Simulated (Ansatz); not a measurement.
## Zn₁₅S₁₆ (charge −2): geometry relaxation (part 2 of 3)

Zn₁₅S₁₆ (defect cell, 31 atoms in the cell, total charge −2); DFT r2SCAN, scalar-relativistic, plane waves, PAW, spin-polarised (Ansatz 0.2.0); cutoff 500 eV, 2×2×2 k-mesh, Gaussian smearing of 0.01 eV, collinear spins. The structure derives from a Materials Project entry. It belongs to a series of runs on one base structure; here: Zn vacancy (site a), charge -2, atoms relaxed at the host's cell, started again with a moment of 2 μB.

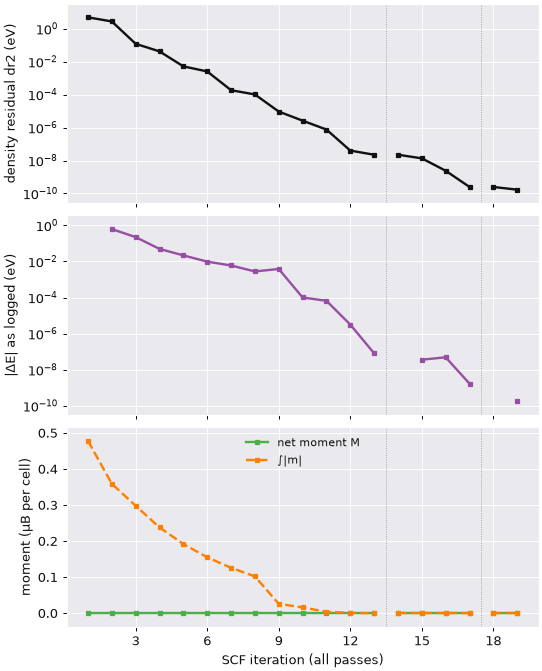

*Convergence of the self-consistent field: density residual dr2, size of the energy change and magnetic moment against the SCF iteration. Dotted lines part the SCF passes that the log prints in full.*

The net moment stays at 0.0 μB per cell, and ∫|m| falls to zero.

```
SCF converged after 2 iterations
Stability not checked: this state was not tested for a lower state beside it, because the mixer in use, unlike msr1, does not test its closes by its own steps (another_mixer; see scf.mixing.algorithm and scf.lower_state_search)
Magnetization: 0.0000 μB (139.0000 up, 139.0000 down)
Absolute magnetization: 0.0000 μB (∫|ρ↑−ρ↓|, with the PAW one-centre terms)
Spin contamination: 0.0000 ħ² per cell (⟨S²⟩ above its minimum at these occupations)
Per-site moments (μB) at R_I (Å): [(-5.55653646834361e-9, 0.9371241718690475), (-5.661135914056611e-9, 0.9371205443504066), (-5.88206317671622e-9, 0.9371301136864709), (-5.682778855037191e-9, 0.9371824775926704), (3.528223784313089e-8, 0.9623176513339464), (-5.549351120957717e-9, 0.9371362115313457), (-5.566836746376647e-9, 0.9371111496146151), (3.527351559473468e-8, 0.9623258503777159), (-5.828990262450314e-9, 0.9370820865122542), (3.5246446992425504e-8, 0.9623259777671338), (-5.716350924703629e-9, 0.9371119515934153), (-5.688423066606878e-9, 0.937137230130165), (-5.701412025364375e-9, 0.9371217053316091), (-5.789251856401899e-9, 0.9371496018002964), (-5.644325423061779e-9, 0.9371147239528426), (-2.911940200306783e-7, 0.9371119515934153), (1.2798795704954846e-7, 0.9623987781746496), (1.281803089021201e-7, 0.9623936776876992), (1.2816675323093984e-7, 0.9623259777671338), (1.2821202445231296e-7, 0.9624105114786143), (1.279529806086728e-7, 0.9623382556567278), (1.280134255008352e-7, 0.9624161280218523), (-2.9215418943631306e-7, 0.9371111496146151), (1.2767628555401798e-7, 0.9623539585593215), (-2.905944377009933e-7, 0.9370820865122542), (1.2787108589685949e-7, 0.9623337429627914), (1.2792805348089762e-7, 0.9623903316824721), (1.2785410836006658e-7, 0.9623258503777159), (1.278570274566413e-7, 0.9623176513339464), (1.2804993451787937e-7, 0.9623858646729149), (-2.924499424168705e-7, 0.9371147239528426)]
Free energy (F): -64394.482081 eV
Harris-Foulkes:  -64394.482081 eV  (|F-HF|=1.46e-10)
Internal energy: -64394.482081 eV  (E = F + TS)
E sigma→0 (E₀):  -64394.482081 eV
Fermi energy:    7.164015 eV
--- Per-component energies (eV) ---
  E_band       = -114.539338
  E_kinetic    = 3688.997635
  E_local      = -31588.450151  (includes V_loc(G=0)·N_el)
  E_nonlocal   = 9732.656775
  E_hartree    = 13261.647926
  E_xc         = -3345.442586
  E_vxc        = -2342.074784  (∫ρ·V_xc dr)
  E_paw        = -37508.622281  (= ΣΔE_a)
  E_vpaw       = -6245.139210  (= ΣTr[D̂ρ^β])
  E_aug_tail   = -0.000929  (compensation charges beyond the density's cutoff)
  E_vtau       = 116.175223  (kinetic-family band-sum trace: ∫τ·v_τ [+ j·A + Jᵃ·Aᵃ] dr)
  E_ewald      = -18630.772923
  E_core_change = -4.495549  (= ΣΔE_core)
  E_smearing   = -0.000000  (= −TS)
  E_closure    = -0.000000  (closes the sum)
  E_deformation_potential = -23.131137  (in the stress; not in F)
  Σ components = -64394.482081   (vs F -64394.482081, Δ=0.00e0)
--- Forces (eV/Å), atoms counted from 1 ---
  atom   1  Zn    -0.00012322    -0.00130047    -0.00449969
  atom   2  Zn     0.00072998     0.00376951    -0.00157060
  atom   3  Zn    -0.00415969    -0.00051689    -0.00131039
  atom   4  Zn     0.00225197    -0.00471555     0.00189612
  atom   5  Zn     0.00073337    -0.00007192     0.00018195
  atom   6  Zn     0.00184586     0.00107600    -0.00439111
  atom   7  Zn    -0.00156983     0.00285556     0.00104517
  atom   8  Zn     0.00079798     0.00034677     0.00002981
  atom   9  Zn    -0.00181153    -0.00035454     0.00305873
  atom  10  Zn     0.00061258     0.00007953     0.00022005
  atom  11  Zn     0.00049021    -0.00110234     0.00405483
  atom  12  Zn     0.00349239    -0.00095966     0.00207577
  atom  13  Zn     0.00312308     0.00141448    -0.00154920
  atom  14  Zn    -0.00025362    -0.00421442    -0.00244679
  atom  15  Zn    -0.00459739     0.00040841     0.00182390
  atom  16  S      0.00083284     0.00036898    -0.00029258
  atom  17  S     -0.00060146     0.00226137     0.00045997
  atom  18  S      0.00022569    -0.00274429     0.00014076
  atom  19  S      0.00308655     0.00007669    -0.00073622
  atom  20  S     -0.00272608    -0.00048469     0.00053826
  atom  21  S     -0.00064187     0.00026602    -0.00292442
  atom  22  S     -0.00280905     0.00080525    -0.00041365
  atom  23  S     -0.00046274     0.00057404    -0.00010265
  atom  24  S     -0.00038520    -0.00345286     0.00049801
  atom  25  S     -0.00025058     0.00038640     0.00074936
  atom  26  S      0.00227853     0.00024303     0.00080236
  atom  27  S      0.00037011     0.00044688    -0.00271607
  atom  28  S      0.00064108     0.00242938    -0.00026190
  atom  29  S      0.00035163    -0.00011789     0.00247530
  atom  30  S     -0.00005177     0.00059828     0.00225518
  atom  31  S     -0.00154619     0.00157608     0.00085677
  max |Σ_I F_I| component: 1.26e-4 eV/Å
--- Charged-cell corrections in eV (Makov–Payne, q = -2.000 e, ε = 8.517) ---
  F (periodic)     = -64394.482081  (uncorrected; the corrections below are reported, never added to it)
  E_corr1          = +1.141906  (monopole, q²α_M/2εL)
  F Makov-Payne    = -64393.340175  (F + E_corr1; no measured alignment; for a localised charge, not one spread in a band: unchecked)
  no potential alignment in this run, which stands beside a crystal: run the host's input off ansatz write-host-input, and read the two finished runs by ansatz place-levels (neither reads a slab, a wire or a sheet, whose cell leaves a vacuum)
--- Band table (eV; the first three rows and the last of 8) ---
  k-point 0 ↑: bands = ["-8.0863", "-8.0862", "-8.0860", "-7.8527", "-7.4509", "-7.4509", "-7.4506", "-7.4481", "-7.4480", "-7.4455", "-7.4454", "-7.4452", "-6.9084", "-6.8214", "-6.8213", "-6.8208", "-1.3545", "-1.3520", "-1.3520", "-1.3519", "-1.3188", "-1.3188", "-1.3188", "-1.3133", "-1.3132", "-1.2773", "-1.2772", "-1.2771", "-1.2640", "-1.2640", "-1.2640", "-1.2477", "-1.2476", "-1.2476", "-1.1931", "-1.1931", "-1.1931", "-1.1922", "-1.1922", "-1.1859",
      "-1.1529", "-1.1529", "-1.1528", "-1.1097", "-1.1096", "-1.0794", "-1.0793", "-1.0793", "-1.0732", "-1.0081", "-1.0081", "-1.0080", "-0.9982", "-0.9982", "-0.9981", "-0.9841", "-0.9841", "-0.9840", "-0.9397", "-0.9396", "-0.9266", "-0.8658", "-0.8658", "-0.8657", "-0.8562", "-0.8562", "-0.8562", "-0.7966", "-0.7966", "-0.7965", "-0.7782", "-0.7781", "-0.7687", "-0.7687", "-0.7686", "-0.7500", "-0.7475", "-0.7475", "-0.7474", "-0.6833",
      "-0.6833", "-0.6832", "-0.6690", "-0.6689", "-0.6532", "-0.6532", "-0.6531", "-0.6236", "-0.6235", "-0.6235", "-0.5401", "0.5550", "0.5551", "0.5552", "0.6129", "0.6130", "0.6388", "0.6390", "0.6390", "0.7054", "0.7054", "0.7056", "1.6550", "2.3422", "2.3423", "2.3424", "2.5093", "2.7138", "2.7139", "2.7140", "2.7515", "2.7516", "2.7517", "2.7947", "2.7948", "2.9095", "2.9096", "2.9098", "3.4921", "3.4922",
      "3.4923", "3.5404", "3.5478", "3.5479", "3.6715", "3.6717", "3.6718", "3.9078", "4.1422", "4.1423", "4.1425", "4.7201", "4.7202", "4.7238", "4.7239", "4.7240", "5.2135", "5.2136", "5.2140", "9.2353", "9.2354", "9.2355", "9.5382", "9.8699", "9.8700", "9.8701", "9.9347", "9.9348", "9.9350", "9.9404", "9.9407", "10.1785", "10.1789", "10.1791", "10.5840", "11.6097", "11.6100", "11.6104", "11.6466", "11.6470",
      "11.6473", "11.6589", "11.6589", "11.8065", "11.8069", "11.8070", "12.6407", "12.6605", "12.6605", "12.6817", "12.6818"]
  k-point 1 ↑: bands = ["-8.3117", "-7.8835", "-7.8048", "-7.8046", "-7.7467", "-7.5683", "-7.5362", "-7.5362", "-7.5049", "-7.3738", "-7.3223", "-7.3222", "-6.9736", "-6.8012", "-6.7892", "-6.7889", "-1.3949", "-1.3674", "-1.3674", "-1.3560", "-1.3288", "-1.3287", "-1.3192", "-1.3020", "-1.2961", "-1.2960", "-1.2881", "-1.2847", "-1.2803", "-1.2597", "-1.2466", "-1.2303", "-1.2099", "-1.2099", "-1.1918", "-1.1917", "-1.1889", "-1.1824", "-1.1719", "-1.1593",
      "-1.1592", "-1.1585", "-1.1517", "-1.1278", "-1.1278", "-1.1059", "-1.1058", "-1.1047", "-1.0961", "-1.0481", "-1.0066", "-1.0066", "-0.9435", "-0.9434", "-0.9400", "-0.9399", "-0.9373", "-0.9299", "-0.9140", "-0.9036", "-0.9035", "-0.8995", "-0.8773", "-0.8633", "-0.8325", "-0.8291", "-0.8290", "-0.8128", "-0.8089", "-0.8083", "-0.8083", "-0.8007", "-0.7869", "-0.7869", "-0.7842", "-0.7838", "-0.7712", "-0.7570", "-0.7570", "-0.7559",
      "-0.7535", "-0.7373", "-0.7352", "-0.7180", "-0.7179", "-0.6009", "-0.5932", "-0.5932", "-0.5239", "-0.5192", "-0.5192", "0.3985", "0.4272", "0.4273", "0.4629", "0.5169", "0.5575", "0.5807", "0.6835", "0.6836", "1.1177", "1.5508", "1.9833", "2.0301", "2.0302", "2.1224", "2.1480", "2.1955", "2.1956", "2.6571", "2.6607", "2.7173", "2.7173", "3.0546", "3.2111", "3.2111", "3.3341", "3.4476", "3.4525", "3.4526",
      "3.5163", "3.5196", "3.5196", "3.6082", "3.6957", "3.7846", "3.7848", "4.1501", "4.2036", "4.3511", "4.3512", "4.3610", "4.4166", "4.4181", "4.5933", "4.5935", "4.8677", "5.1521", "5.1524", "9.1141", "9.3174", "9.7712", "9.7716", "9.8534", "9.8643", "9.8909", "9.8912", "10.0723", "10.4732", "10.4785", "10.5047", "10.5569", "10.5570", "10.8106", "10.8199", "10.8790", "10.8794", "10.9723", "11.1595", "11.2542",
      "11.2545", "11.4234", "11.7709", "11.9257", "11.9801", "11.9804", "12.1768", "12.2074", "12.2075", "12.3051", "12.7543"]
  k-point 2 ↑: bands = ["-8.3117", "-7.8834", "-7.8047", "-7.8047", "-7.7468", "-7.5683", "-7.5362", "-7.5361", "-7.5049", "-7.3737", "-7.3223", "-7.3223", "-6.9736", "-6.8013", "-6.7892", "-6.7888", "-1.3949", "-1.3674", "-1.3674", "-1.3560", "-1.3287", "-1.3287", "-1.3192", "-1.3020", "-1.2961", "-1.2961", "-1.2881", "-1.2847", "-1.2803", "-1.2597", "-1.2466", "-1.2304", "-1.2099", "-1.2099", "-1.1918", "-1.1917", "-1.1889", "-1.1824", "-1.1719", "-1.1592",
      "-1.1592", "-1.1585", "-1.1518", "-1.1278", "-1.1278", "-1.1058", "-1.1058", "-1.1047", "-1.0961", "-1.0482", "-1.0067", "-1.0066", "-0.9435", "-0.9434", "-0.9401", "-0.9399", "-0.9373", "-0.9298", "-0.9140", "-0.9036", "-0.9036", "-0.8995", "-0.8774", "-0.8633", "-0.8325", "-0.8291", "-0.8290", "-0.8128", "-0.8089", "-0.8083", "-0.8083", "-0.8007", "-0.7869", "-0.7869", "-0.7843", "-0.7837", "-0.7712", "-0.7570", "-0.7570", "-0.7559",
      "-0.7535", "-0.7373", "-0.7352", "-0.7179", "-0.7179", "-0.6010", "-0.5932", "-0.5932", "-0.5239", "-0.5192", "-0.5192", "0.3985", "0.4272", "0.4272", "0.4628", "0.5169", "0.5574", "0.5809", "0.6836", "0.6836", "1.1179", "1.5506", "1.9833", "2.0302", "2.0302", "2.1224", "2.1480", "2.1954", "2.1954", "2.6571", "2.6608", "2.7173", "2.7173", "3.0546", "3.2110", "3.2110", "3.3341", "3.4478", "3.4525", "3.4526",
      "3.5162", "3.5196", "3.5196", "3.6082", "3.6957", "3.7848", "3.7849", "4.1500", "4.2036", "4.3510", "4.3511", "4.3611", "4.4167", "4.4181", "4.5933", "4.5935", "4.8675", "5.1522", "5.1525", "9.1141", "9.3173", "9.7713", "9.7715", "9.8534", "9.8642", "9.8911", "9.8913", "10.0719", "10.4737", "10.4786", "10.5046", "10.5569", "10.5570", "10.8105", "10.8201", "10.8792", "10.8794", "10.9724", "11.1592", "11.2543",
      "11.2545", "11.4235", "11.7707", "11.9257", "11.9800", "11.9802", "12.1769", "12.2077", "12.2077", "12.3049", "12.7545"]
```
